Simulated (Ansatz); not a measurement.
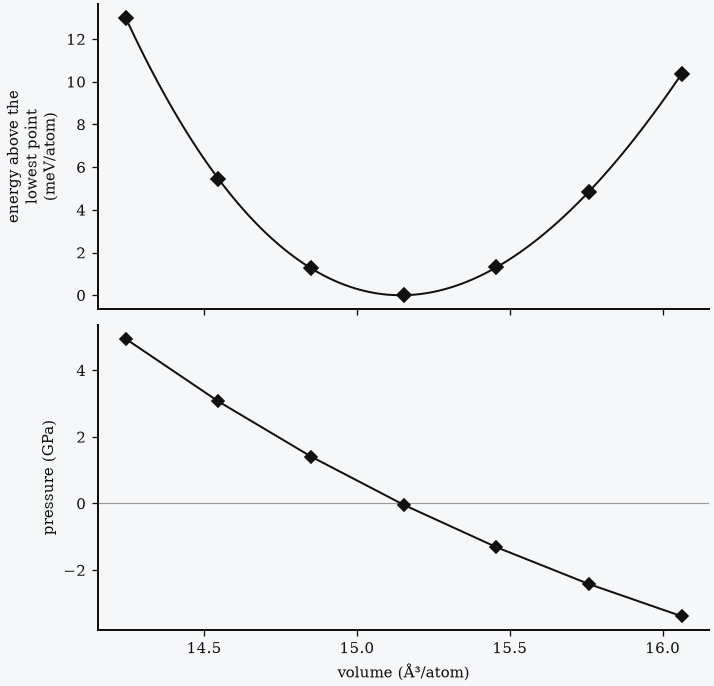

Plotted: energy above the lowest point and pressure against volume for Zn, space group Fm-3m (No. 225) (one of a set of cubic test structures, which need not be the stable phase).

Calculation (Ansatz 0.2.0 development build): equation of state of a cubic crystal from periodic Kohn-Sham density functional theory without spin, third-order Birch-Murnaghan fit to the free energies; pressure corrected for the finite basis. Level: PBE.

- structure type: fcc
- atoms in cell: 1
- space group number: 225
- lattice centring: face-centred primitive
- k mesh: 16×16×16
- occupation method: Fermi–Dirac
- occupation width: 0.06123 eV
- wave cutoff: 700 eV
- datasets: hard PAW
- density tolerance: 1e−09 eV
- bands: 14
- density cutoff ratio: 4
- search for lower states: default

### Give the fitted equation-of-state parameters.

A third-order Birch–Murnaghan fit gives V0 = 15.14 Å³/atom, B0 = 68 GPa and B′ = 5.6.

### How does the pressure vary with volume?

It falls from 4.942 GPa at volume 14.24 Å³/atom to −3.384 GPa at 16.06 Å³/atom, and changes sign near 15.14 Å³/atom.

Keep in mind: cubic model structure, not the ambient form; modest k-mesh, values are not fully converged in k.
